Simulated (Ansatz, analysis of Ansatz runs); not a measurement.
# Reproducing a measured charge-transition level: As-vacancy pair (E centre) in Si, part 2 of 2

Subject: As-vacancy pair (E centre) in Si. Wanted: its charge-transition level, in one set-up (PBEsol, 64-site cell, PBEsol lattice, 420 eV, k: the single point 1/4 1/4 1/4 then 2x2x2 shifted 0.5 0.5 0.5). The model is a cell of 64 host atoms with 1 site emptied and As put on another atom's site. The level is the Fermi energy at which two charge states have equal formation energy, after a correction for the images of the charge. A local or semilocal functional is the cheapest first rung.

Ansatz 0.2.0; PBEsol, 64-site cell, PBEsol lattice, 420 eV, k: the single point 1/4 1/4 1/4 then 2x2x2 shifted 0.5 0.5 0.5.

So far: The starting structure; Relaxation, charge 0.

## 2. Relaxation, charge 0 (continued)

Level of this step: plane-wave PAW DFT, PBEsol; relaxation of all atoms of a defect supercell (Ansatz).

Relaxation path:

```csv
step,energy less that of the first step (eV),largest force component (eV/Å)
1,0.0000,2.5517
2,-5.7536,1.0130
3,-6.3278,0.2801
4,-6.4021,0.0941
5,-6.4146,0.0546
6,-6.4180,0.0523
7,-6.4224,0.0356
8,-6.3708,0.3358
9,-6.4240,0.0129
```

Relaxation step 8 was tried and not accepted.

The atoms that moved most (Å, from the sites as typed, ahead of the random displacement, the mean shift of all atoms taken out):

| atom | dx | dy | dz | length |
| --- | --- | --- | --- | --- |
| As4 | 0.197 | 0.183 | 0.198 | 0.333 |
| Si26 | 0.244 | -0.037 | -0.212 | 0.325 |
| Si48 | -0.207 | -0.031 | 0.238 | 0.317 |
| Si13 | 0.130 | 0.010 | -0.131 | 0.184 |
| Si37 | -0.130 | 0.010 | 0.128 | 0.183 |
| Si41 | -0.071 | 0.068 | -0.067 | 0.119 |
| Si24 | 0.050 | -0.017 | -0.051 | 0.074 |
| Si50 | -0.050 | -0.018 | 0.048 | 0.072 |

The atoms nearest to the centre after the run:

```csv
atom,distance (Å)
As4,2.031
Si26,2.067
Si48,2.078
Si41,2.233
Si13,3.657
Si37,3.660
Si20,3.781
Si22,3.785
Si45,3.801
Si30,3.802
Si52,3.804
Si6,3.817
Si36,3.818
Si14,3.820
Si5,3.827
Si7,3.828
```

Read from the output:

* free energy: -43343.0546 eV
* total moment: 1 μB
* integral of the absolute spin density: 1.114 μB
* spin contamination: 0.003496

The relaxation ends 102 meV an atom lower than the displaced start, with a largest force component of 0.013 eV/Å.

## 3. Relaxation, charge −1

The input displaces the atoms at random before the relaxation, so that it can leave a symmetric saddle if there is one.

Contents of relax1/input.yaml:

```yaml
relax:
  f_tol: 0.02
  max_steps: 80
  random_displacement: { amplitude: 0.12, seed: 367 }
crystal:
  lattice:
    - [10.86609542, 0.0, 0.0]
    - [0.0, 10.86609542, 0.0]
    - [0.0, 0.0, 10.86609542]
  atoms:
    - { symbol: Si, position: [0.0, 0.0, 0.25] }
    - { symbol: Si, position: [0.0, 0.25, 0.0] }
[... 1 atom line left out ...]
    - { symbol: As, position: [0.25, 0.25, 0.25] }
[... 2 atom lines left out ...]
    - { symbol: Si, position: [0.375, 0.125, 0.125] }
[... 5 atom lines left out ...]
    - { symbol: Si, position: [0.125, 0.375, 0.625] }
    - { symbol: Si, position: [0.375, 0.125, 0.625] }
[... 5 atom lines left out ...]
    - { symbol: Si, position: [0.125, 0.625, 0.375] }
[... 1 atom line left out ...]
    - { symbol: Si, position: [0.375, 0.625, 0.125] }
[... 3 atom lines left out ...]
    - { symbol: Si, position: [0.25, 0.5, 0.5] }
[... 3 atom lines left out ...]
    - { symbol: Si, position: [0.375, 0.625, 0.625] }
[... 6 atom lines left out ...]
    - { symbol: Si, position: [0.625, 0.375, 0.125] }
[... 3 atom lines left out ...]
    - { symbol: Si, position: [0.5, 0.25, 0.5] }
[... 6 atom lines left out ...]
    - { symbol: Si, position: [0.5, 0.5, 0.25] }
[... 3 atom lines left out ...]
    - { symbol: Si, position: [0.625, 0.625, 0.375] }
[... 10 atom lines left out ...]
    - { symbol: Si, position: [0.875, 0.875, 0.875] }
  host:
    repeats: [2, 2, 2]
    atoms:
      - { symbol: Si, position: [0.0, 0.0, 0.5] }
      - { symbol: Si, position: [0.0, 0.5, 0.0] }
      # ... 6 more atoms of the perfect host
total_charge: -1
basis:
  ecutwfc: 420
  xc_grid: 2
hamiltonian:
  xc: pbesol
kpoints:
  mp_grid: { grid: [1, 1, 1], shift: [0.25, 0.25, 0.25] }
scf:
  occupations: { method: fermi_dirac, width: 0.01 }
  max_iter: 120
output:
  forces: true
  charged_corrections:
    epsilon: 13.29
    static_epsilon: 13.29
    defect_position: [0.3125, 0.3125, 0.3125]
checkpoint:
  write: "../relax1.run"
  compress: false
  write_wavefunctions: true
  write_every: 100000
```

On the command line:

```bash
> ansatz run input.yaml --threads 2 --pin off --max-ram 4710MiB --backend cpu --events-out ev --progress --plain --runs-dir out
```

Numbers of over 12 decimals in the logs are rounded to 6 here.

The program printed:

```text
[...]
Crystal: 63 atoms, lattice volume = 1282.982 Å³
Basis set: ecut = 420 eV, 25173 PW (Γ), exchange–correlation on 150×150×150 points (8 copies of the dense FFT grid, shifted against one another)
Bands: 195, of which v1, the nominal top of the filled ones, is band 132 counted from 1 (131 counted from 0)
Symmetry: 1 space group operations
k-points: 1
[...]
SCF iter   1: F=—  HF=-43330.125811 eV  |F-HF|=—  |Δ(HF+E_count)|=         —  Δρ=5.22e-3  dr2=7.51e-1  ethr=1.77e-3  ⟨swp⟩=6.0  Hψ=894  notcnv=0  defer=40
[...]
SCF iter   9: F=-43329.989182 eV  HF=-43329.989182 eV  |F-HF|=1.52e-7  |Δ(HF+E_count)|=   3.13e-6  Δρ=3.02e-6  dr2=2.37e-7  ethr=3.79e-9  ⟨swp⟩=3.0  Hψ=483  notcnv=0
SCF 1 converged in 9 iterations: F = -43329.989182 eV  dr2 = 2.37e-7
[...]
--- Relaxed structure (11 steps of the walk, 11 accepted, 0 SCFs on fresh bases) ---
  F+E_penalty+E_count = -43336.59151531 eV   max|allowed force component| = 5.941e-3 eV/Å
  atoms:
    - { symbol: Si, position: [-0.002588, 0.001723, 0.248500] }
    - { symbol: Si, position: [-0.000570, 0.248707, -0.000639] }
    [... 1 atom left out ...]
    - { symbol: As, position: [0.269314, 0.266784, 0.269269] }
    - { symbol: Si, position: [0.127914, 0.125758, 0.370672] }
    - { symbol: Si, position: [0.126169, 0.369483, 0.126134] }
    - { symbol: Si, position: [0.370788, 0.125775, 0.127907] }
    [... 10 atoms left out ...]
    - { symbol: Si, position: [0.248455, 0.498174, 0.001058] }
    [... 1 atom left out ...]
    - { symbol: Si, position: [0.131044, 0.623073, 0.370883] }
    [... 5 atoms left out ...]
    - { symbol: Si, position: [0.282380, 0.497825, 0.466101] }
    [... 6 atoms left out ...]
    - { symbol: Si, position: [0.496944, 0.251086, 0.003708] }
    [... 7 atoms left out ...]
    - { symbol: Si, position: [0.483684, 0.256491, 0.483633] }
    [... 6 atoms left out ...]
    - { symbol: Si, position: [0.466200, 0.497792, 0.282311] }
    [... 15 atoms left out ...]
[key lines of the parts left out:]
SCF converged after 6 iterations
Free energy (F): -43336.591515 eV
Fermi energy:    6.531315 eV
```

It took 3.5 min on 2 threads of Arm Neoverse V1, shared host; peak memory 1.6 GiB.

Relaxation path:

```csv
step,energy less that of the first step (eV),largest force component (eV/Å)
1,0.0000,2.5355
2,-5.6920,1.0390
3,-6.4763,0.1757
4,-6.5025,0.0881
5,-6.5144,0.0929
6,-6.5413,0.2184
7,-6.5677,0.1443
8,-6.5779,0.2444
9,-6.6000,0.0482
10,-6.6018,0.0227
11,-6.6023,0.0059
```

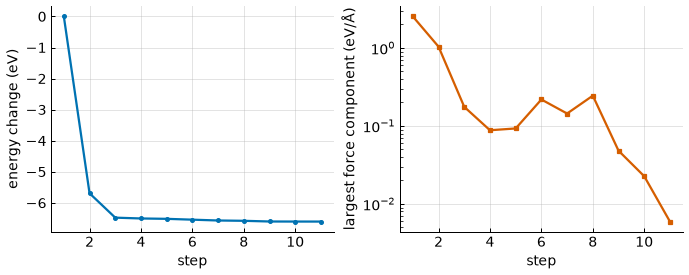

Energy and largest force along the relaxation.

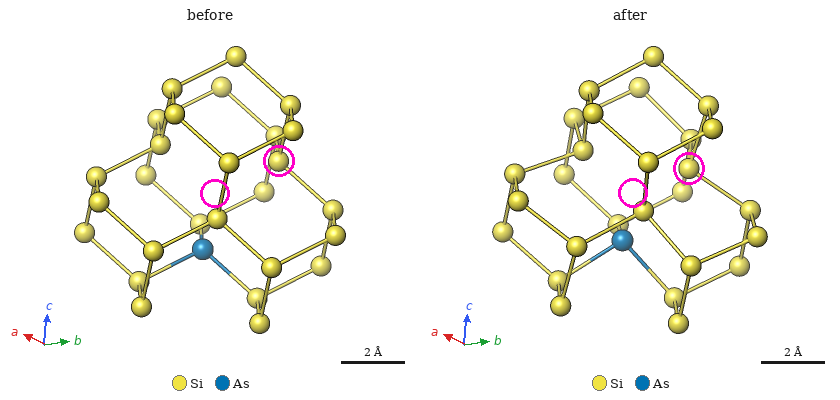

Before and after: the atoms that start within 5 Å of the centre. Si26, which moves most, is ringed if it is among them. A ring with no atom in it marks the empty centre.

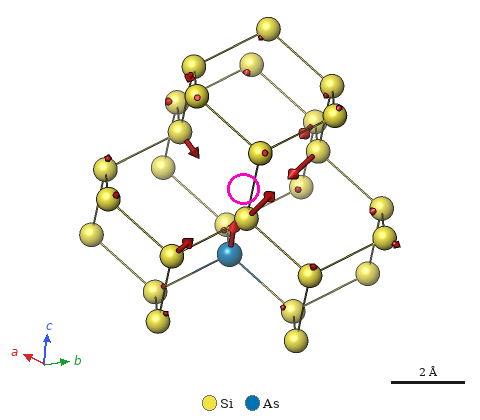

Displacements in the relaxation from the typed sites near the centre, exaggerated, the mean shift taken out; the longest in the cell stands for 0.51 Å. A ring marks the centre wherever it is empty.

The atoms that moved most (Å, from the sites as typed, ahead of the random displacement, the mean shift of all atoms taken out):

```
atom      dx      dy      dz  length
Si26   0.357  -0.014  -0.362   0.509
Si48  -0.362  -0.015   0.357   0.509
 As4   0.215   0.192   0.215   0.360
Si13   0.205   0.033  -0.199   0.288
Si37  -0.199   0.033   0.204   0.287
Si41  -0.172   0.080  -0.172   0.256
Si45  -0.072  -0.096  -0.072   0.140
Si24   0.076  -0.037  -0.077   0.115
```

Neighbours of the ideal centre at the end:

```csv
atom,distance (Å)
Si26,1.943
Si48,1.943
As4,2.005
Si41,2.109
Si13,3.556
Si37,3.557
Si45,3.734
Si22,3.781
Si20,3.781
Si30,3.782
Si52,3.783
Si7,3.814
Si5,3.814
Si6,3.825
Si14,3.835
Si36,3.836
```

Numbers from this step:

* free energy: -43336.5915 eV

The relaxation ends 105 meV an atom lower than the displaced start, with a largest force component of 0.0059 eV/Å.

## 4. Single point, charge 0

The relaxed structure is kept, and the final numbers are taken at the final level and k-points.

This step: plane-wave PAW DFT, PBEsol; single point of a defect supercell.

Contents of point0/input.yaml:

```yaml
crystal:
  lattice:
    - [10.86609542, 0.0, 0.0]
    - [0.0, 10.86609542, 0.0]
    - [0.0, 0.0, 10.86609542]
  atoms:
    - { symbol: Si, position: [-0.001837145, 0.000269217, 0.247759734] }
    - { symbol: Si, position: [-0.000393922, 0.248345648, -0.000384036] }
[... 1 atom line left out ...]
    - { symbol: As, position: [0.267630434, 0.265939567, 0.267632976] }
[... 1 atom line left out ...]
    - { symbol: Si, position: [0.126660295, 0.369053734, 0.12664729] }
[... 6 atom lines left out ...]
    - { symbol: Si, position: [0.136455827, 0.375049435, 0.612424511] }
[... 6 atom lines left out ...]
    - { symbol: Si, position: [0.129460749, 0.62158323, 0.372136212] }
[... 1 atom line left out ...]
    - { symbol: Si, position: [0.372131299, 0.621787311, 0.129241174] }
[... 3 atom lines left out ...]
    - { symbol: Si, position: [0.271975851, 0.495691791, 0.479944667] }
[... 3 atom lines left out ...]
    - { symbol: Si, position: [0.375756698, 0.623196493, 0.621664517] }
[... 6 atom lines left out ...]
    - { symbol: Si, position: [0.61259289, 0.375072143, 0.136242594] }
[... 3 atom lines left out ...]
    - { symbol: Si, position: [0.493015124, 0.255396569, 0.493243658] }
[... 3 atom lines left out ...]
    - { symbol: Si, position: [0.622342761, 0.371498594, 0.622309236] }
[... 2 atom lines left out ...]
    - { symbol: Si, position: [0.480417613, 0.496248581, 0.271309933] }
[... 3 atom lines left out ...]
    - { symbol: Si, position: [0.621801518, 0.623295807, 0.375748883] }
[... 10 atom lines left out ...]
    - { symbol: Si, position: [0.874053262, 0.873923235, 0.873975313] }
  host:
    repeats: [2, 2, 2]
    atoms:
      - { symbol: Si, position: [0.0, 0.0, 0.5] }
      - { symbol: Si, position: [0.0, 0.5, 0.0] }
      # ... 6 more atoms of the perfect host
basis:
  ecutwfc: 420
  xc_grid: 2
hamiltonian:
  xc: pbesol
kpoints:
  mp_grid: { grid: [2, 2, 2], shift: [0.5, 0.5, 0.5] }
magnetization:
  spin_polarized: true
  initial_magnetization: 1
  spin_locking: { lock_magnetization: hard }
scf:
  occupations: { method: fermi_dirac, width: 0.01 }
  max_iter: 120
output:
  forces: true
  charged_corrections:
    epsilon: 13.29
    static_epsilon: 13.29
    defect_position: [0.3125, 0.3125, 0.3125]
  eigenvalues: true
checkpoint:
  read: "../relax0.run"
  write: "../point0.run"
  compress: false
  write_wavefunctions: true
  write_every: 100000
```

The program printed:

```text
[...]
Crystal: 63 atoms, lattice volume = 1282.982 Å³
Basis set: ecut = 420 eV, 25173 PW (Γ), exchange–correlation on 150×150×150 points (8 copies of the dense FFT grid, shifted against one another)
Bands: 195, of which v1, the nominal top of the filled ones, is band 132 counted from 1 (131 counted from 0)
Symmetry: 1 space group operations
[...]
k-points: 4 of 8 (time reversal used)
[...]
Stability of the state it starts from, as read at its close in the collinear treatment: not read negative (Ritz values of 1 − χ₀K, real part plus size of imaginary part, from 0.67 to 1.0, by its mixing steps under no symmetry); [...]
Starting moments: Σ|m| = 1 μB on 63 of 63 sites; this step starts from the density that it was given
[...]
iter 1 solved again at ethr=5.92e-5 eV; its pass at ethr=3.10e-3 eV (dr2=1.56e-1 eV) is discarded
[...]
--- Forces (eV/Å), atoms counted from 1 ---
  atom   1  Si     0.00452963     0.00073681    -0.05002136
  atom   2  Si    -0.00417246    -0.10522983    -0.00448877
  [... 1 atom left out ...]
  atom   4  As    -0.16144603    -0.12843779    -0.16672194
  atom   5  Si    -0.01915385    -0.01093979     0.03328889
  atom   6  Si     0.00874686     0.04274897     0.00777582
  atom   7  Si     0.02904867    -0.00792333    -0.01642822
  [... 5 atoms left out ...]
  atom  13  Si    -0.02658261     0.18062522     0.02695099
  [... 6 atoms left out ...]
  atom  20  Si    -0.02174425    -0.00665650     0.04348218
  [... 5 atoms left out ...]
  atom  26  Si     0.03865811    -0.12787276     0.05416017
  [... 10 atoms left out ...]
  atom  37  Si     0.02979302     0.18136337    -0.02687612
  [... 3 atoms left out ...]
  atom  41  Si     0.04040988     0.05831609     0.03540154
  [... 6 atoms left out ...]
  atom  48  Si     0.04662148    -0.14067678     0.04749001
  [... 15 atoms left out ...]
  max |Σ_I F_I| component: 7.94e-6 eV/Å
--- Band table (eV; the first three rows and the last of 8) ---
[...]
[... further k-points left out ...]
[key lines of the parts left out:]
SCF converged after 10 iterations
Magnetization: 1.0000 μB (132.0000 up, 131.0000 down)
Free energy (F): -43342.708173 eV
Fermi energy:    6.206365 (↑ 6.367724, ↓ 6.000784) eV
```

It took 5.2 min on 2 threads; peak memory 3.4 GiB.

Read from the output:

```
free energy                           : -43342.7082 eV
smearing term TS                      : 5.92e-4 eV
total moment                          : 1.000 μB
integral of the absolute spin density : 1.044 μB
spin contamination                    : 0.005501
```

## 5. Single point, charge −1

This step: plane-wave PAW DFT, PBEsol; single point of a defect supercell.

Contents of point1/input.yaml:

```yaml
crystal:
  lattice:
    - [10.86609542, 0.0, 0.0]
    - [0.0, 10.86609542, 0.0]
    - [0.0, 0.0, 10.86609542]
  atoms:
    - { symbol: Si, position: [-0.002588149, 0.001723165, 0.248500265] }
    - { symbol: Si, position: [-0.000570477, 0.248707143, -0.000638955] }
[... 1 atom line left out ...]
    - { symbol: As, position: [0.26931369, 0.266783985, 0.269268856] }
[... 2 atom lines left out ...]
    - { symbol: Si, position: [0.370788225, 0.12577463, 0.127907258] }
[... 5 atom lines left out ...]
    - { symbol: Si, position: [0.143342102, 0.377163125, 0.6060955] }
[... 6 atom lines left out ...]
    - { symbol: Si, position: [0.131044487, 0.623073462, 0.370882533] }
[... 1 atom line left out ...]
    - { symbol: Si, position: [0.370951859, 0.623010023, 0.130985922] }
[... 3 atom lines left out ...]
    - { symbol: Si, position: [0.282380268, 0.497824924, 0.466100754] }
[... 3 atom lines left out ...]
    - { symbol: Si, position: [0.376226483, 0.622666596, 0.619564775] }
[... 6 atom lines left out ...]
    - { symbol: Si, position: [0.606220803, 0.377184013, 0.14323045] }
[... 3 atom lines left out ...]
    - { symbol: Si, position: [0.483684187, 0.25649135, 0.483632752] }
[... 3 atom lines left out ...]
    - { symbol: Si, position: [0.617899777, 0.365319887, 0.617825093] }
[... 2 atom lines left out ...]
    - { symbol: Si, position: [0.466200231, 0.497791976, 0.282310934] }
[... 3 atom lines left out ...]
    - { symbol: Si, position: [0.619609552, 0.622690319, 0.376131226] }
[... 10 atom lines left out ...]
    - { symbol: Si, position: [0.874323713, 0.873900922, 0.87428474] }
  host:
    repeats: [2, 2, 2]
    atoms:
      - { symbol: Si, position: [0.0, 0.0, 0.5] }
      - { symbol: Si, position: [0.0, 0.5, 0.0] }
      # ... 6 more atoms of the perfect host
total_charge: -1
basis:
  ecutwfc: 420
  xc_grid: 2
hamiltonian:
  xc: pbesol
kpoints:
  mp_grid: { grid: [2, 2, 2], shift: [0.5, 0.5, 0.5] }
scf:
  occupations: { method: fermi_dirac, width: 0.01 }
  max_iter: 120
output:
  forces: true
  charged_corrections:
    epsilon: 13.29
    static_epsilon: 13.29
    defect_position: [0.3125, 0.3125, 0.3125]
  eigenvalues: true
checkpoint:
  read: "../relax1.run"
  write: "../point1.run"
  compress: false
  write_wavefunctions: true
  write_every: 100000
```

The program printed:

```text
[...]
Crystal: 63 atoms, lattice volume = 1282.982 Å³
Basis set: ecut = 420 eV, 25173 PW (Γ), exchange–correlation on 150×150×150 points (8 copies of the dense FFT grid, shifted against one another)
Bands: 195, of which v1, the nominal top of the filled ones, is band 132 counted from 1 (131 counted from 0)
Symmetry: 1 space group operations
[...]
k-points: 4 of 8 (time reversal used)
[...]
SCF iter   8: F=-43336.426213 eV  HF=-43336.426213 eV  |F-HF|=7.49e-10  |Δ(HF+E_count)|=   7.13e-9  Δρ=9.11e-7  dr2=1.60e-8  ethr=3.79e-11  ⟨swp⟩=13.8  Hψ=4061  notcnv=0
SCF 1 converged in 8 iterations: F = -43336.426213 eV  dr2 = 1.60e-8
[...]
SCF converged after 8 iterations
Free energy (F): -43336.426213 eV
[...]
Internal energy: -43336.426199 eV  (E = F + TS)
E sigma→0 (E₀):  -43336.426206 eV
Entropy (-TS):   -0.000015 eV (-0.000 meV/atom)
Fermi energy:    6.401725 eV
[...]
--- Forces (eV/Å), atoms counted from 1 ---
  atom   1  Si     0.02593856     0.00677383     0.01202877
  atom   2  Si    -0.00174372    -0.09599631    -0.00109141
  [... 1 atom left out ...]
  atom   4  As    -0.25399227    -0.05086216    -0.25346424
  atom   5  Si    -0.05915995    -0.03776562    -0.01721253
  atom   6  Si     0.05352070    -0.03580983     0.05277263
  atom   7  Si    -0.01924181    -0.03856452    -0.06080136
  [... 5 atoms left out ...]
  atom  13  Si    -0.04432653     0.18241506     0.04678443
  [... 8 atoms left out ...]
  atom  22  Si     0.00283441    -0.00900468    -0.07754054
  [... 3 atoms left out ...]
  atom  26  Si     0.01442692    -0.19290145     0.17339820
  [... 10 atoms left out ...]
  atom  37  Si     0.04542246     0.18220004    -0.04356378
  [... 3 atoms left out ...]
  atom  41  Si     0.13063868     0.14317104     0.12989473
  [... 6 atoms left out ...]
  atom  48  Si     0.17221688    -0.19339609     0.01410183
  [... 15 atoms left out ...]
  max |Σ_I F_I| component: 6.08e-6 eV/Å
--- Charged-cell corrections in eV (Makov–Payne, q = -1.000 e, ε = 13.290) ---
[...]
E_corr1          = +0.141458  (monopole, q²α_M/2εL)
[...]
--- Band table (eV) ---
[...]
[... further k-points left out ...]
```

Elapsed: 2.3 min, on 2 threads; peak memory 2.8 GiB.

Read from the output:

```
free energy : -43336.4262 eV
```

## 6. Charge-transition levels

A charged cell feels its images and has its own zero of potential; this step corrects both and places the level between the host's band edges.

This step: place-levels on PBEsol runs: charge-transition levels with image-charge correction and potential alignment at the atomic sites.

Contents of levels.yaml:

```yaml
host:
  run: host.point.run
  levels_from: { run: edges.run }
states: [point0.run, point1.run]
geometry_from:
  point0.run: relax0.run
  point1.run: relax1.run
  host.point.run: host.relax.run
```

On the command line:

```bash
> ansatz place-levels levels.yaml -- --threads 2 --pin off --max-ram 4710MiB
```

The program printed:

```text
(0/-1) 0.343 eV above the valence edge, 0.105 eV under the conduction edge
  edges by pbesol of host.levels_from (edges.run), its mesh sampled to repeats of 26.89 Å (the valence edge +0.298 eV and the conduction edge -0.318 eV from those of the host's own run), gap 0.448 eV; the host is sampled to repeats of 30.73 Å
  the defect's cells are sampled to repeats of 30.73 Å, like sampling
  charge 0: +0.000 eV for its dipole among its images, +0.006 omitted
  charge -1: -43336.1804 eV with its correction of +0.246 eV, at epsilon 13.29, aligned at sites: -0.0798 eV, mean over 32 atomic sites at or beyond 5.43 Å from the defect at [0.3125, 0.3125, 0.3125], with -0.002706 for the charge's moments and without [...]
  of states[0] (point0.run): its moments are held at its close (magnetization.spin_locking), by a field of 0.143 eV a Bohr magneton, and its energy and levels are of the state that this holds: a run that lets them go can end lower
  of states[1] (point1.run): how wide its charge is, is not read beside other atoms or cores, and a band state would take no correction. [...]
```

Run time: 0.16 s. Hardware: 2 threads.

Numbers from this step:

```yaml
gap: 0.4482 eV
```

## 7. Results

| Item | Value |
| --- | --- |
| static dielectric constant used | 13.3 |
| band gap of the host | 0.45 eV |
| (0/-1) level below the conduction-band bottom | 0.11 eV |
| time of the whole chain | 21 min on 2 threads |

**Reading.** (0/-1) level below the conduction-band bottom: computed 0.11 eV, measured 0.47 eV; 0.36 eV shallower than the measurement. The level is counted in a gap of 0.45 eV, and the correction is screened by a dielectric constant of 13.3 from a linear-response run on the host (PBEsol). Levels hang on the band edges, which semilocal functionals place too close together.

[Logs are printed without paths, hosts, clocks, repeated set-up lines and the standing remarks that a program may print on its own settings, such as how far it seeks lower states.]

[Hosts, paths, dates, database ids (printed as entryN), source tags and the programs' standing remarks are cut or masked in the printed files.]

[For some hosts the program warned that the k-mesh of the response run may be too coarse for force constants and the static dielectric constant; such warnings are not shown here.]
